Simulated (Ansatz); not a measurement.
The calculation's input:

```
crystal:
  lattice:
    - [0.0, 2.67185, 2.67185]
    - [2.67185, 0.0, 2.67185]
    - [2.67185, 2.67185, 0.0]
  atoms:
    - { symbol: K, position: [0.0, 0.0, 0.0] }
    - { symbol: F, position: [0.5, 0.5, 0.5] }
hamiltonian:
  xc: blyp
  pseudopotentials: { kind: paw, level: accurate }
  dispersion: d3bj
magnetization:
  noncollinear: true
  spin_orbit: false
kpoints:
  mp_grid: { grid: [9, 9, 9] }
scf:
  occupations: { method: fermi_dirac, width: 0.05 }
output:
  forces: true
  stress: true
  eigenvalues: true
  write_density: true
  write_potential: true
  elf: true
  volumetric_format: npy
```

Launched as:

```sh
ansatz run input.yaml --threads 1 --pin off --max-ram 2560MiB --backend cpu --events-out ev --progress --plain --runs-dir out
```

Below, planes, directions and counts refer to the conventional cell (a = 5.34 Å, b = 5.34 Å, c = 5.34 Å, α = 90.00°, β = 90.00°, γ = 90.00°).

Space group Fm-3m.

Computed with Kohn-Sham DFT of a periodic cell, BLYP with D3(BJ), Ansatz PAW accurate in Ansatz.

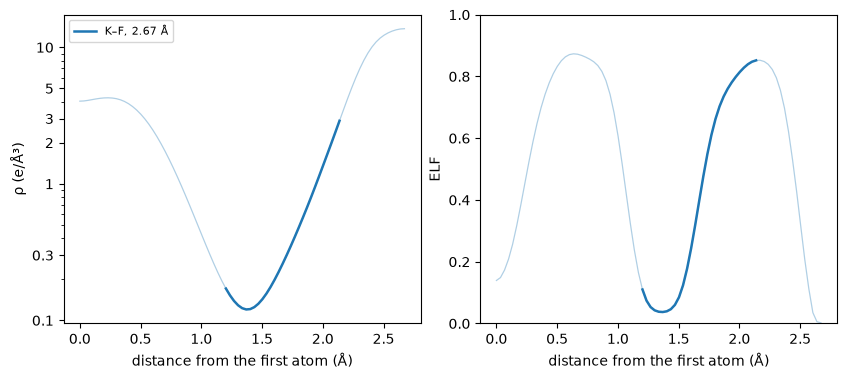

KF. Valence charge density (pseudo) and ELF along straight lines between neighbouring atoms. Thin, pale parts lie inside the atomic spheres.

The density is the valence pseudo-density of a PAW calculation; it isn't the true density close to the nuclei.

### What kind of bonding do the profiles show?

K–F (2.67 Å): ρ is about 0.12 e/Å³ halfway; the ELF is about 0.05 at the midpoint (a closed-shell, largely ionic contact).
